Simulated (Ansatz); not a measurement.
Consider Ti18H (cell with a defect).

```
Ti H
1.0
     4.35065   -2.51185   -4.59099
    -4.35065   -2.51185   -4.59099
     0.00000    5.02370   -4.59099
Ti H
18 1
Direct
  0.13799 0.46893 0.13884
  0.80361 0.47273 0.47385
  0.46921 0.13772 0.13884
  0.47301 0.47274 0.80444
  0.13799 0.13772 0.47007
  0.80237 0.80209 0.14564
  0.80235 0.14452 0.80322
  0.47300 0.80334 0.47385
  0.14478 0.80208 0.80322
  0.19702 0.19674 0.85540
  0.85459 0.19672 0.19785
  0.53015 0.86110 0.86221
  0.52637 0.19550 0.52719
  0.19700 0.85432 0.19785
  0.86138 0.52987 0.86221
  0.86138 0.86110 0.53100
  0.52637 0.52610 0.19659
  0.19577 0.52610 0.52720
  0.99968 0.99939 0.00057
```

Computed without spin polarisation.

Method: Ansatz, DFT PBEsol, scalar-relativistic, plane waves, PAW.

### What can the converged valence pseudo-density and electron localisation function tell about the bonding?

Ti–H (2.07 Å): the density is about 0.32 e/Å³ at the midpoint; the ELF climbs to about 1 towards the hydrogen.
Ti–Ti (2.83 Å): the density is about 0.2 e/Å³ at the midpoint; the ELF is about 0.20 at the midpoint (no shared electron pair shows on this line).
Ti–Ti (2.85 Å): ρ at the midpoint is about 0.2 e/Å³; the ELF is about 0.20 at the midpoint; no localised pair shows between them.
The ELF has a maximum of about 0.80 in the space between the atoms, 2.0 Å from six Ti atoms, on no atom or two-centre bond.

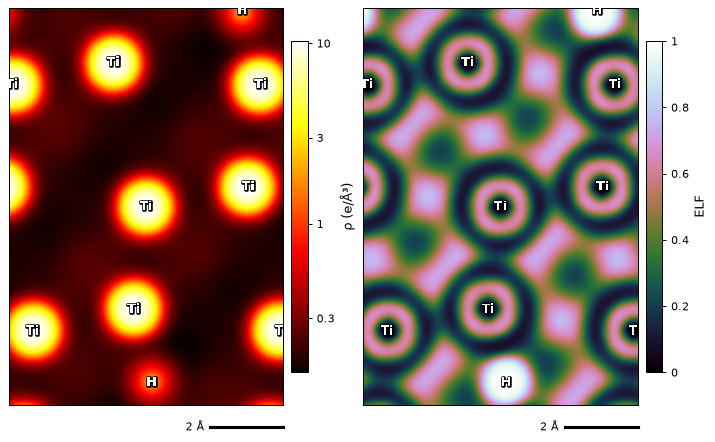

Computed valence pseudo-density and electron localisation function on the (11̄0) plane of the calculation cell, in this order. 

The density is the valence pseudo-density of a PAW calculation; it isn't the true density close to the nuclei.
